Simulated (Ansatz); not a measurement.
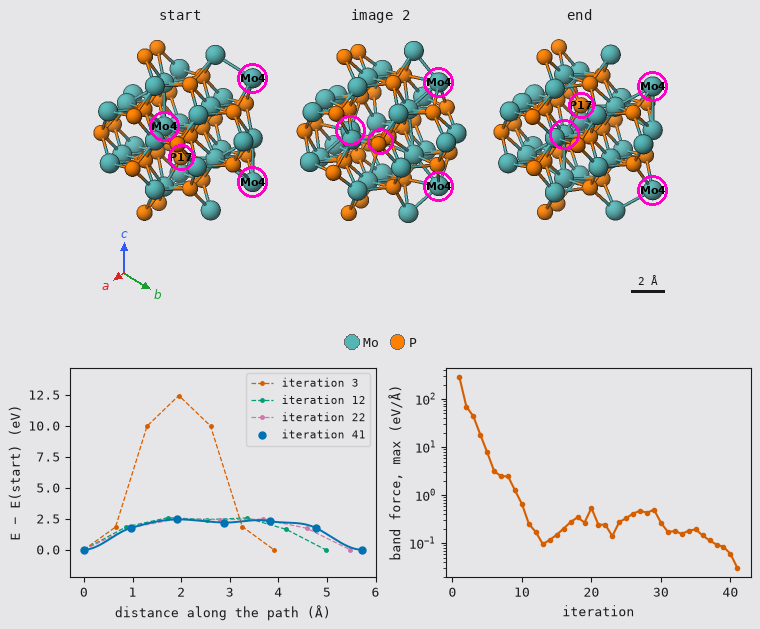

A search for the minimum-energy path of a defect cell of composition Mo8P9 (17 atoms in the cell) by the nudged elastic band. Images are numbered from 0 (start) to 6 (end). The plot follows the band through its iterations. Style: ball-and-stick. Shown: the atoms within 5.8 Å of the middle of the path, slightly off an axis. The atoms that move most are ringed. Bonds to atoms that aren't drawn are left out.

Method: DFT PBE, scalar-relativistic, plane waves, PAW in Ansatz.

Input
```yaml
crystal:
  lattice:
    - [0.0, 0.0, -6.3904533199]
    - [6.482086214, 1.0e-10, 0.0]
    - [-3.241043107, -5.6136513309, 0.0]
  atoms:
    - { symbol: Mo, position: [0.499993262, 0.4822833344, -0.0088988034] }
    - { symbol: Mo, position: [7.531e-07, 0.5525318966, 0.0262325045] }
    - { symbol: Mo, position: [0.5000145731, 0.0088835343, -0.0088191844] }
    - { symbol: Mo, position: [-2.82276e-05, -0.0262429305, 0.0263067254] }
    - { symbol: Mo, position: [0.500017131, 0.4999810142, 0.5000110443] }
    - { symbol: Mo, position: [-7.531e-07, 0.4999882293, 0.5000022888] }
    - { symbol: Mo, position: [0.5000056505, 0.0088275581, 0.5177146839] }
    - { symbol: Mo, position: [-2.12046e-05, -0.0263249579, 0.4474538675] }
    - { symbol: P, position: [0.2883985186, 0.8333451041, 0.1666721217] }
    - { symbol: P, position: [0.7115718008, 0.8333117977, 0.1666643779] }
    - { symbol: P, position: [0.2499020062, 0.3360940981, 0.1722143435] }
    - { symbol: P, position: [0.7500942777, 0.3361335752, 0.1722241723] }
    - { symbol: P, position: [0.2499052979, 0.8277725269, 0.6639032217] }
    - { symbol: P, position: [0.7500900863, 0.8277473064, 0.6638755098] }
    - { symbol: P, position: [0.2498835786, 0.336074818, 0.6638797867] }
    - { symbol: P, position: [0.7501098192, 0.3360954579, 0.6639013436] }
    - { symbol: P, position: [0.9999586822, 0.1666502222, 0.8333309261] }
basis:
  ecutwfc: 420
  xc_grid: 2
kpoints:
  mp_grid: { grid: [4, 4, 4], shift: [0.0, 0.0, 0.0] }
hamiltonian:
  xc: pbe
scf:
  occupations: { method: gaussian, width: 0.1 }
output:
  forces: true
neb:
  images: 5
  f_tol: 0.05
  max_iterations: 70
  order_check: false
  final_atoms:
    - { symbol: Mo, position: [0.499982869, 0.4999889557, -3.00301e-05] }
    - { symbol: Mo, position: [7.531e-07, 0.4999977112, -1.40596e-05] }
    - { symbol: Mo, position: [0.4999854269, 0.0088191844, 0.0177027186] }
    - { symbol: Mo, position: [2.82276e-05, -0.0263067254, -0.0525496559] }
    - { symbol: Mo, position: [0.4999943495, 0.4822853161, 0.4911128742] }
    - { symbol: Mo, position: [2.12046e-05, 0.5525461325, 0.5262211746] }
    - { symbol: Mo, position: [0.500006738, 0.0088988034, 0.4911821378] }
    - { symbol: Mo, position: [-7.531e-07, -0.0262325045, 0.5262993921] }
    - { symbol: P, position: [0.2499057223, 0.8277758277, 0.1639094029] }
    - { symbol: P, position: [0.7500979938, 0.8277856565, 0.1638797547] }
    - { symbol: P, position: [0.2499099137, 0.3361244902, 0.1638717966] }
    - { symbol: P, position: [0.7500947021, 0.3360967783, 0.1638693052] }
    - { symbol: P, position: [0.2884281992, 0.8333356221, 0.6666474199] }
    - { symbol: P, position: [0.7116014814, 0.8333278783, 0.6666729824] }
    - { symbol: P, position: [0.2498901808, 0.3360986564, 0.6721941143] }
    - { symbol: P, position: [0.7501164214, 0.3361202133, 0.6721950313] }
    - { symbol: P, position: [1.0000413178, 0.1666690739, 1.3333192961] }
```

Run as
```bash
ansatz run input.yaml --threads 4 --pin off --max-ram 10240MiB --backend cpu --events-out ev --progress --plain --runs-dir out
```

Judge this run.

The run is converged, with reservations. The band converged in 41 iterations. The largest component of the band force went from 280 to 0.031 eV/Å. The climbing image converged on the top of the path. Its curvatures weren't checked. The first iteration put the highest image at 80.01 eV. The two ends have the same energy, and the highest point, image 2, lies 2.45 eV above the start. The profile has 2 maxima (images 2, 4) with a dip at image 3 (+2.19 eV), so the process runs in steps.

Limits of the set-up: the periodic images lie only 6.4 Å apart, so the values are limited by the cell's size.
